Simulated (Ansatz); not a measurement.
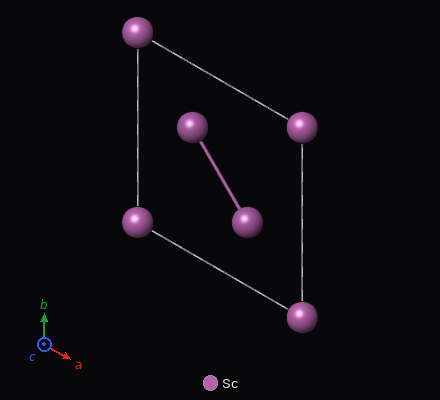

The structure, seen along [001]; the drawing may span several cells.

Structure (in its standard cell), coordinates from a relaxation with Ansatz, DFT, LDA (PW92), plane waves (420 eV) with PAW, scalar-relativistic; the starting structure was generated, so it need not be a known form of this composition:

```xyz
3
Lattice="4.9709 0.0000 0.0000 -2.4854 4.3049 0.0000 0.0000 0.0000 3.1346" Properties=species:S:1:pos:R:3 pbc="T T T"
Sc    0.0000    0.0000    0.0000
Sc    0.0000    2.8699    1.5673
Sc    2.4854    1.4350    1.5673
```

Predict the [001] zone-axis pattern (300 kV, kinematic, B = 1 Å²).

The spots form a hexagonal net with both shortest vectors at d = 2.49 Å, 60.0° apart. They are 2 -1 0 and 1 1 0. The pattern has symmetry 6mm. Reflections such as 1 -1 0, 1 0 0, 0 1 0 are allowed but too weak to see at this display level.

Strongest reflections with d > 0.80 Å, one of each family (|F|² from tabulated Gaussian fits of the electron scattering factors, times a small damping for the curvature of the Ewald sphere):

```csv
hkl,d (Å),I (strongest = 100)
2 -1 0,2.485,100
3 0 0,1.435,26
4 -2 0,1.243,16
5 -1 0,0.939,6
6 -3 0,0.828,3
```

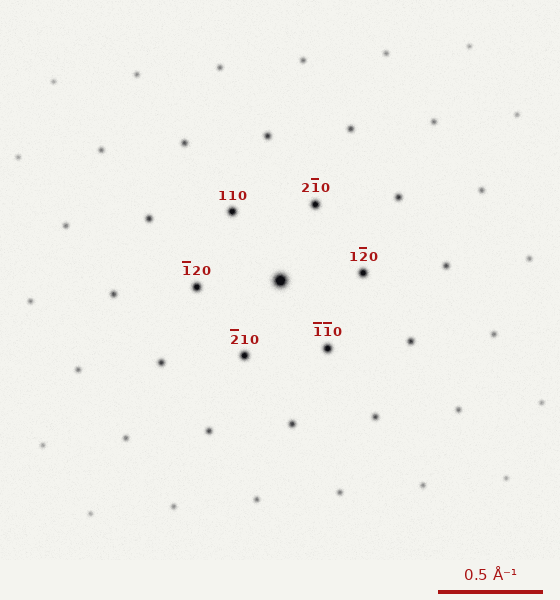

Calculated pattern, seen from the source side with [001] pointing towards the source.
